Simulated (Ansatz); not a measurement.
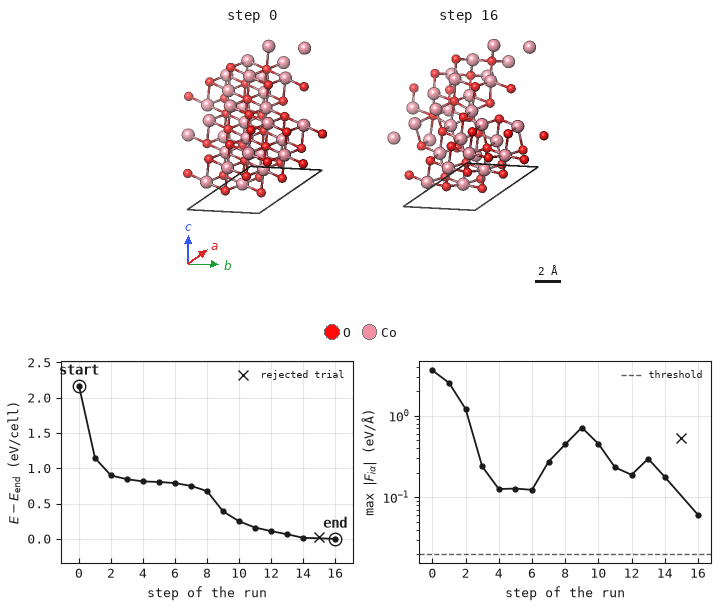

First and last geometry of a relaxation of a slab of composition CoO (cut from the I4/mmm phase), with the history of the run. A ball-and-stick model of the 3 × 2 repeat of the cell, outlined in the plane, without the vacuum, seen from a free direction.

Case: (1 0 1) slab, atoms relaxed. The slab is the (1 0 1) face of CoO.

Method: Ansatz, DFT PBE, scalar-relativistic, plane waves, PAW. Set-up: plane-wave cutoff 420 eV; k-point mesh 13 × 13 × 1; occupations gaussian; smearing width 0.1 eV; collinear spin; dipole correction; atoms relaxed in a fixed cell; force threshold 0.02 eV/Å; at most 60 steps.

**Did the run converge, and what did it change?**

The run was cut off at its time limit before the relaxation converged, so the last structure is only a point on the way. Over 15 accepted moves (16 points after the start) the energy falls by 2.171 eV per cell of the calculation. The largest force component goes from 3.6 to 0.061 eV/Å. The line search rejected the trial step at point 15 of the run. An O atom moves most relative to the layer's centre: 1.04 Å at 54° to the normal (+c side). Largest moves by element: O 1.04 Å, Co 0.97 Å. The cell doesn't change. Near-neighbour distances that change, for instance: Co–O 2.133 → 3.616 Å, Co–O 2.107 → 2.845 Å, Co–O 2.107 → 2.788 Å, Co–O 2.133 → 1.811 Å. Bonds break: Co–O (2.11 → 2.79 Å), Co–O (2.11 → 2.85 Å), Co–O (2.13 → 3.62 Å). Among the angles between lasting bonds that change: Co–O–Co 180.0° → 103.8°, O–Co–O 180.0° → 119.2°, O–Co–O 90.0° → 125.9°.
